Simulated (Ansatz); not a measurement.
Geometry relaxation, with input and output: Hf3O7 (part 4 of 4)

The same run, continued: Hf3O7 (slab, 10 atoms in the cell); DFT PBEsol, scalar-relativistic, plane waves, PAW, spin-polarised (Ansatz 0.2.0); cutoff 420 eV, 8×8×1 k-mesh, Gaussian smearing of 0.05 eV, collinear spins. The structure derives from an entry of the Crystallography Open Database. The input holds or restrains some coordinates. Forces given for the steps count only the free coordinates. It belongs to a series of runs on one base structure; here: O put at a top Hf site.

Geometry of the input (Å; fractional positions):
```
3.5666  0.0000  0.0000
0.0000  3.5666  0.0000
0.0000  0.0000  25.3049
O  0.5000  0.0000  0.3359
O  0.0000  0.5000  0.3359
Hf 0.5000  0.5000  0.3857
O  0.0000  0.5000  0.4356
O  0.5000  0.0000  0.4356
Hf 0.0000  0.0000  0.4783
O  0.5000  0.0000  0.5368
O  0.0000  0.5000  0.5368
Hf 0.5000  0.5000  0.5758
O  0.5000  0.5000  0.6714
```

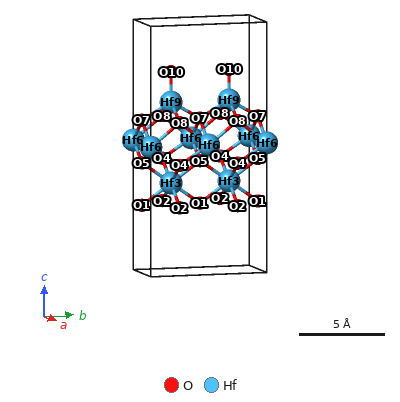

**Figure 1.** The geometry at step 6 of the log (ball-and-stick view of the 1 × 2 repeat of the cell, with the vacuum cut short, seen slightly off an axis; atoms are numbered from 1 in the order of the input).

### Remarks

The electronic state found may not be the lowest one. Notes on the run: a screening estimate came out negative during mixing; the exchange-correlation potential is rough where the density is thin. Spin–orbit coupling is left out, which matters for Hf.
